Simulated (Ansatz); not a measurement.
# Run report: ZrS, single-point calculation

The run: single-point calculation of ZrS (Fm-3m, 2 atoms in the cell). Method and program: DFT r2SCAN, scalar-relativistic, plane waves, PAW, no spin polarisation (Ansatz 0.2.0).

The structure derives from an entry of the Crystallography Open Database. Figures and captions count atoms from 1; the log counts them from 0 in places.

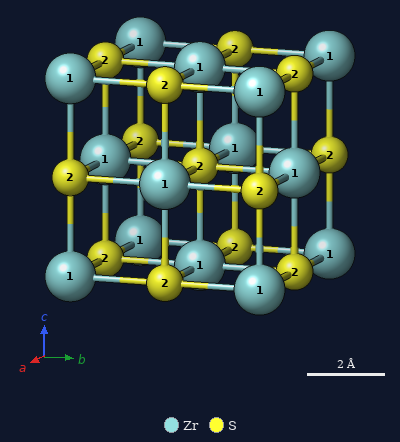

The structure as given in the input (ball-and-stick view of the cell 4 times as large as that of the calculation, set on its symmetry axes, seen slightly off an axis; atoms are numbered from 1 in the order of the input). An atom can appear more than once, as a periodic image. Near neighbours in the periodic cell (some may lie outside the picture): Zr has 6 S at 2.62 Å; S has 6 Zr at 2.62 Å.

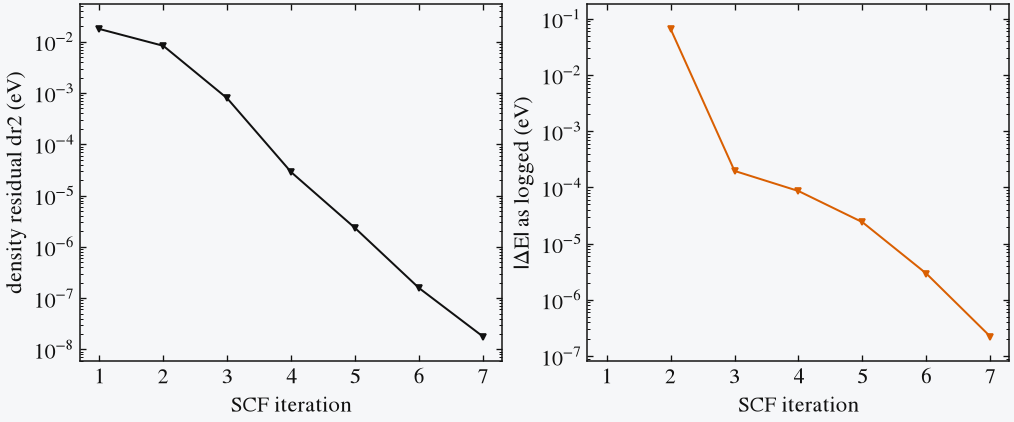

Convergence of the self-consistent field: density residual dr2 and size of the energy change against the SCF iteration. The residual falls at every step.

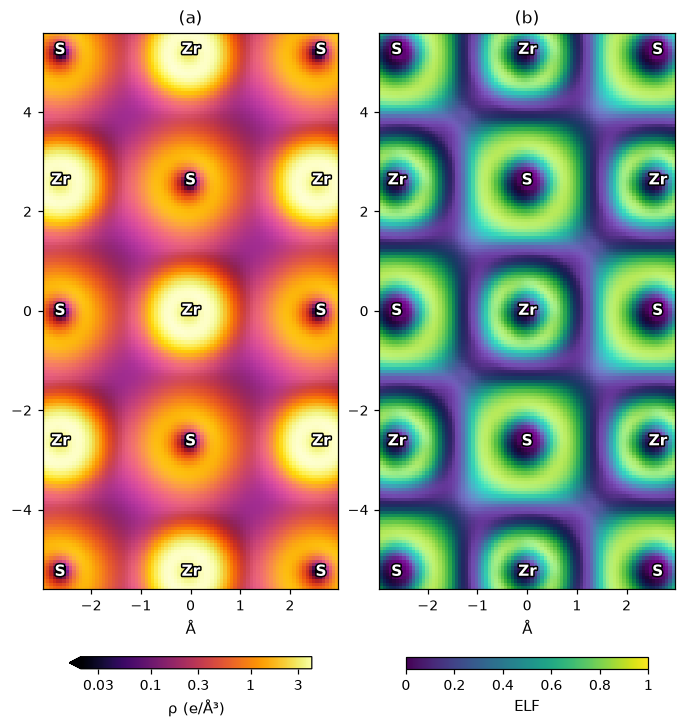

(a) valence electron density; (b) electron localisation function on the (010) plane of the conventional cell. The section cuts through Zr and S sites. Zr–S (2.62 Å): ρ at the midpoint is about 0.33 e/Å³; the ELF is about 0.25 at the midpoint; no shared pair; the contact is polar. Away from the nuclei the density in this plane falls to 0.13 e/Å³ at its lowest. The strong features right at Zr lie inside the PAW spheres (semicore, d or f shells) and say nothing about bonding. Core electrons are frozen (PAW), so the fields are smoothed inside the atomic spheres.

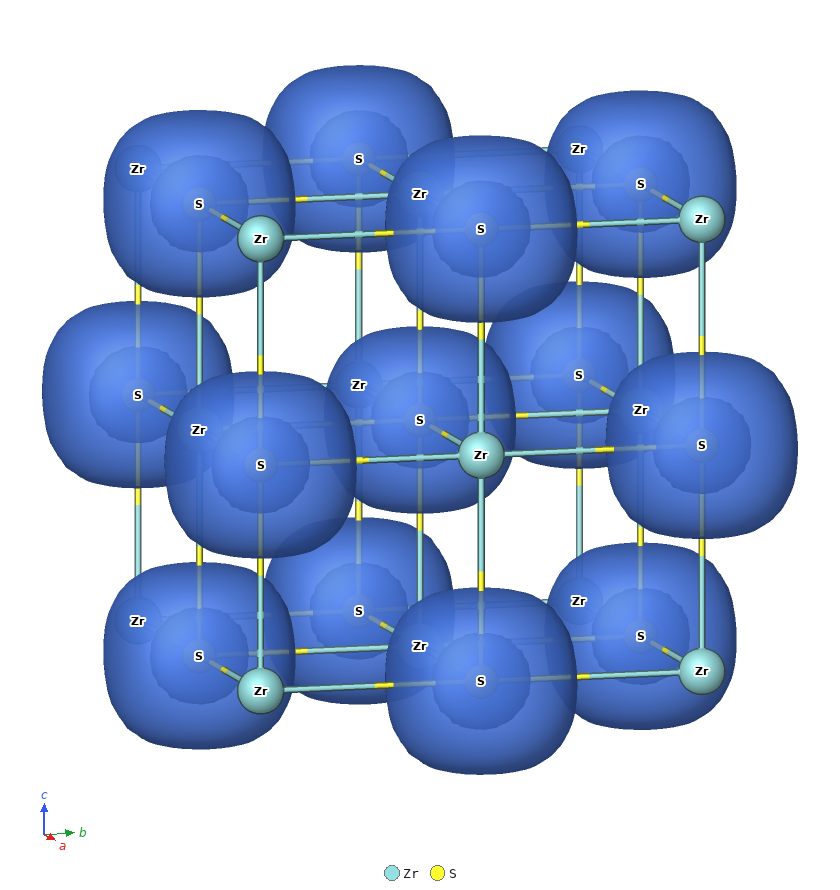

Isosurface of the electron localisation function at 0.7 (blue), seen slightly off an axis. Only the valence region is drawn (cores and ρ < 0.01 e/Å³ removed). Sticks mark near contacts. The outline is the cell set on symmetry axes. Along the contacts the grid gives the following. Zr–S (2.62 Å): the ELF is about 0.25 at the midpoint; no shared pair; the contact is polar.

The input and output of the run follow.

## Input
```yaml
crystal:
  lattice:
    - [0.0, 2.625, 2.625]
    - [2.625, 0.0, 2.625]
    - [2.625, 2.625, 0.0]
  atoms:
    - { symbol: Zr, position: [0.0, 0.0, 0.0] }
    - { symbol: S, position: [0.5, 0.5, 0.5] }
basis:
  ecutwfc: 500
kpoints:
  mp_grid: { grid: [16, 16, 16] }
hamiltonian:
  xc: r2scan
scf:
  occupations: { method: gaussian, width: 0.15 }
output:
  forces: true
  stress: true
  eigenvalues: true
  write_density: true
  write_potential: true
  elf: true
  volumetric_format: npy
```

Run as:
```bash
ansatz run input.yaml --threads 1 --pin off --max-ram 2560MiB --backend cpu --events-out ev --progress --plain --runs-dir out
```

## What the program printed
```
Engine: ansatz 0.2.0, x86_64-unknown-linux-gnu
Pseudopotentials: kind: paw
Pseudopotential: Zr, paw, valence charge 12, recommended cutoff 500 eV (meta_gga), Zr.paw.azcp
Pseudopotential: S, paw, valence charge 6, recommended cutoff 500 eV (meta_gga), S.paw.azcp
Functional definition: r2SCAN
  parameter k0 = 0.174
  parameter k1 = 0.065
  parameter a1 = 4.9479
  exchange = r2scan_x(k0 = k0, k1 = k1, a1 = a1)
  correlation = r2scan_c
Crystal: 2 atoms, lattice volume = 36.176 Å³
Basis set: ecut = 500 eV, 941 PW (Γ), exchange–correlation on 120×120×120 points (64 copies of the dense FFT grid, shifted against one another)
Bands: 13, of which v1, the nominal top of the filled ones, is band 9 counted from 1 (8 counted from 0)
Symmetry: 48 space group operations
Space group: Fm-3m (ITA 225), of the structure as read, at distance tolerance 3.3e-5 Å
k-points: 145 of 4096
Non-local potential: Zr, projectors of the file, l = 0: 3, l = 1: 2, l = 2: 2, l = 3: 2
Non-local potential: S, projectors of the file, l = 0: 2, l = 1: 2, l = 2: 2
PAW form: soft (Blöchl's): semilocal exchange-correlation on the pseudo side does not see the compensation charge
PAW frozen core: Zr, regenerated for the run's functional (the file was generated under x = pbe(κ = 0.804, μ = 0.2195149727645171), c = pbe(β = 0.06672455060314922))
PAW frozen core: S, regenerated for the run's functional (the file was generated under x = pbe(κ = 0.804, μ = 0.2195149727645171), c = pbe(β = 0.06672455060314922))
PAW one-centre angular grid: Zr, 590 points (default); XC on 160 Gauss nodes
PAW one-centre angular grid: S, 302 points (default); XC on 160 Gauss nodes
Initial density: superposition of atomic densities (neutral atoms: chi_scale 0, normalization atom), corrected by the library's trained network
Initial wavefunctions: pseudopotential atomic-orbital guess
Functional: x = r2scan, c = r2scan; τ floored in thin density (d = 2e-4 eV/Å³)
SCF iter   1: F=—  HF=-5103.913902 eV  |F-HF|=—  |Δ(HF+E_count)|=         —  Δρ=7.24e-3  dr2=1.77e-2  dr2_τ=1.63e-2  ethr=1.77e-3  ⟨swp⟩=5.1  Hψ=24879  notcnv=0
automatic band count: the SCF goes on with 17 bands, as 13 were too few: the levels above may hold too much charge
preconditioner: auto → Kerker (q_TF=auto, 2.429 Å⁻¹)  [metal: Δε(μ)=0.026 eV  Ē_g=12.183 eV  σ=0.150 eV  W_gap=0.10  n_scr=14 (ndim 8)  ℏωp=19.5 eV  f_vac=0.000  D(μ)=1.22/eV (n_scr^D=14)]
SCF iter   2: F=—  HF=-5103.980059 eV  |F-HF|=—  |Δ(HF+E_count)|=   6.62e-2  Δρ=4.87e-3  dr2=8.31e-3  dr2_τ=1.60e-4  ethr=9.84e-5  ⟨swp⟩=2.0  Hψ=5077  notcnv=0  defer=343
SCF iter   3: F=—  HF=-5103.979862 eV  |F-HF|=—  |Δ(HF+E_count)|=   1.97e-4  Δρ=1.28e-3  dr2=7.86e-4  dr2_τ=1.63e-4  ethr=4.62e-5  ⟨swp⟩=2.3  Hψ=3305  notcnv=0  defer=343
SCF iter   4: F=—  HF=-5103.979775 eV  |F-HF|=—  |Δ(HF+E_count)|=   8.64e-5  Δρ=3.68e-4  dr2=2.86e-5  dr2_τ=1.93e-6  ethr=4.37e-6  ⟨swp⟩=2.1  Hψ=2793  notcnv=0  defer=343
SCF iter   5: F=—  HF=-5103.979799 eV  |F-HF|=—  |Δ(HF+E_count)|=   2.41e-5  Δρ=8.38e-5  dr2=2.32e-6  dr2_τ=1.32e-7  ethr=1.59e-7  ⟨swp⟩=2.2  Hψ=3283  notcnv=0  defer=343
SCF iter   6: F=—  HF=-5103.979802 eV  |F-HF|=—  |Δ(HF+E_count)|=   2.93e-6  Δρ=1.86e-5  dr2=1.57e-7  dr2_τ=2.34e-9  ethr=1.29e-8  ⟨swp⟩=2.0  Hψ=2834  notcnv=0  defer=343
SCF iter   7: F=-5103.979802 eV  HF=-5103.979802 eV  |F-HF|=5.10e-9  |Δ(HF+E_count)|=   2.22e-7  Δρ=6.21e-6  dr2=1.78e-8  dr2_τ=6.27e-10  ethr=5.56e-10  ⟨swp⟩=12.5  Hψ=16208  notcnv=0
SCF 1 converged in 7 iterations: F = -5103.979802 eV  dr2 = 1.78e-8
  greatest PAW one-centre occupation: 0.989 electrons in one spin orbital (limit 2), on the Zr atom at site 0 (counted from 0), in its partial waves of l = 0
SCF converged after 7 iterations
Free energy (F): -5103.979802 eV
Harris-Foulkes:  -5103.979802 eV  (|F-HF|=5.10e-9)
Internal energy: -5103.966067 eV  (E = F + TS)
E sigma→0 (E₀):  -5103.972935 eV
Entropy (-TS):   -0.013736 eV (-6.868 meV/atom)
Fermi energy:    14.820766 eV
--- Per-component energies (eV) ---
  E_band       = -84.362865
  E_kinetic    = 443.693792
  E_local      = -697.415695  (includes V_loc(G=0)·N_el)
  E_nonlocal   = 107.335074
  E_hartree    = 219.719002
  E_xc         = -249.453182
  E_vxc        = -307.987684  (∫ρ·V_xc dr)
  E_paw        = -3580.591093  (= ΣΔE_a)
  E_vpaw       = -86.086736  (= ΣTr[D̂ρ^β])
  E_aug_tail   = 0.000009  (compensation charges beyond the density's cutoff)
  E_vtau       = 16.660919  (kinetic-family band-sum trace: ∫τ·v_τ [+ j·A + Jᵃ·Aᵃ] dr)
  E_ewald      = -1346.979466
  E_core_change = -0.274508  (= ΣΔE_core)
  E_smearing   = -0.013736  (= −TS)
  E_closure    = 0.000000  (closes the sum)
  Σ components = -5103.979802   (vs F -5103.979802, Δ=0.00e0)
--- Forces (eV/Å), atoms counted from 1 ---
  atom   1  Zr    -0.00000000     0.00000000    -0.00000000
  atom   2  S      0.00000000    -0.00000000     0.00000000
  max |Σ_I F_I| component: 2.50e-30 eV/Å
--- Stress (GPa, compression-positive) ---
       -2.006593       0.000000       0.000000
        0.000000      -2.006593       0.000000
       -0.000000       0.000000      -2.006593
  P = ⅓ Tr σ = -2.0066 GPa (-20.066 kbar)
--- Band table (eV; the first three rows and the last of 145) ---
  k-point 0: bands = ["-37.0637", "-14.3398", "-14.3398", "-14.3398", "-1.9776", "10.8396", "10.8396", "10.8396", "13.3907", "13.3907", "13.3907", "14.1281", "14.1281", "17.1523", "22.5206", "27.1266", "27.1266"]
  k-point 1: bands = ["-37.0626", "-14.3540", "-14.3409", "-14.3409", "-1.9265", "10.5409", "10.6443", "10.6443", "13.4853", "13.4853", "13.5136", "14.3882", "14.3882", "17.3778", "22.6831", "26.8264", "26.9495"]
  k-point 2: bands = ["-37.0597", "-14.3944", "-14.3442", "-14.3442", "-1.7784", "9.8444", "10.2045", "10.2045", "13.7215", "13.7215", "13.7559", "15.0648", "15.0648", "17.9786", "23.0809", "26.1888", "26.4078"]
  k-point 144: bands = ["-37.0276", "-14.5328", "-14.5328", "-14.4678", "-0.8056", "8.2310", "8.4358", "8.4358", "14.8160", "14.8160", "16.7295", "17.2088", "17.2834", "22.8564", "23.2089", "23.2089", "23.6609"]
```

## Results in brief

- outcome: converged
- space group (tolerance 0.01 Å): Fm-3m (225)
- electrons treated: 18
- free energy: −5103.9798 eV
- Fermi energy: 14.821 eV
- gap on the k-point mesh: none (metallic)
- pressure: −2.01 GPa
- largest force (length of the vector): under 0.001 eV/Å
- hardware: 1 thread of Intel Xeon @ 2.50GHz (Skylake/Cascade Lake), 189 GiB of memory available, shared host
- wall time: 25 s
- peak memory: 0.52 GiB
